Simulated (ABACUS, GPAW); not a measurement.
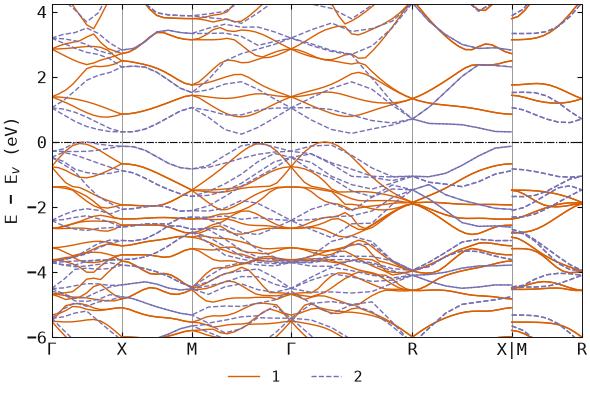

Band structures of RuSi, space group P2_13 (No. 198), 8 atoms in the cell (cubic a = 4.709 Å), by two methods on the same cell. Each is counted from its own valence-band top.

Which curve is which? The methods: PBEsol (ABACUS), PBE+U (5.3 eV) (GPAW).

1 is PBE+U (5.3 eV) (GPAW); 2 is PBEsol (ABACUS). PBE+U (5.3 eV) (GPAW) gives a gap of 0.76 eV along the path and PBEsol (ABACUS) gives a gap of 0.24 eV along the path.

Settings. PBE+U (5.3 eV) (GPAW): Ru d U = 5.3 eV, GPAW PAW data sets (gpaw-data 1.2.1), no spin polarisation, no spin-orbit coupling, 4×4×4 k mesh, 600 eV cutoff, Fermi-Dirac smearing of 0.05 eV (GPAW 26.7.0). PBEsol (ABACUS): GBRV ultrasoft 1.5 PBEsol, no spin polarisation, no spin-orbit coupling, 544 eV cutoff, Fermi-Dirac smearing of 0.05 eV (ABACUS 3.10.1).

The two runs differ in program as well. The cell comes from a database of computed structures, and whether it is the stable form of this composition wasn't checked. PBEsol (ABACUS): the density is read from an earlier self-consistent run, whose mesh may be coarse. LDA, GGA and most meta-GGA functionals understate gaps.
